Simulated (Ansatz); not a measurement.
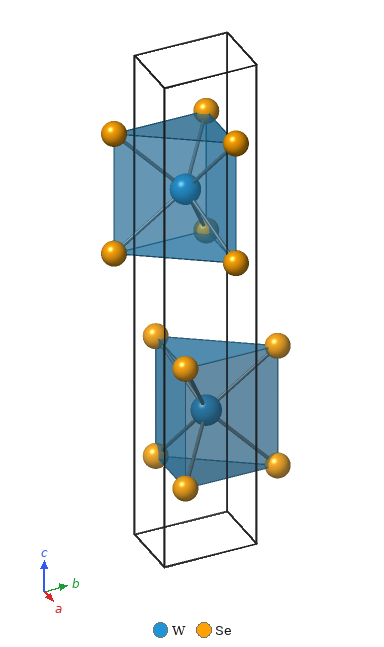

Polyhedral representation of a periodic structure, projected slightly off an axis. Thin lines show the conventional unit cell, with boundary atoms drawn in all their periodic places. Some neighbours outside the box are added.

WSe₂, 2H molybdenite (MoS₂) type, space group P6_3/mmc (No. 194), a = 3.368 Å, b = 3.368 Å, c = 13.149 Å, α = 90.00°, β = 90.00°, γ = 120.00°. The cell started as a structure listed in the Materials Project. The cell was then strained or its atoms displaced on purpose. It was run through Ansatz as a DFT input.

This one geometry was computed with Ansatz (DFT, plane waves, PAW) at three levels of theory: r2SCAN, HSE06 and PBE.

> Which level gives the highest pressure at this volume, and what does that say about its equilibrium volume?

Highest: PBE (0.1 GPa), which points to the largest equilibrium volume. Lowest, with the smallest volume: HSE06 (-4.1 GPa). Levels within 0.5 GPa of each other can't be told apart.

> How does the band gap change with the level of theory?

PBE: a gap of 0.91 eV, indirect; r2SCAN: a gap of 0.99 eV, indirect; HSE06: a gap of 1.32 eV, indirect.

> Collect the results in a table.

| level | cutoff (eV) | k-mesh of the run's cell | gap (eV) | pressure (GPa) |
| --- | --- | --- | --- | --- |
| r2SCAN | 500 | 12×12×2 | 0.99 | -2.0 |
| HSE06 | 420 | 6×6×2 | 1.32 | -4.1 |
| PBE | 420 | 12×12×2 | 0.91 | 0.1 |

Gaps are taken on the k-mesh or band path of each run.
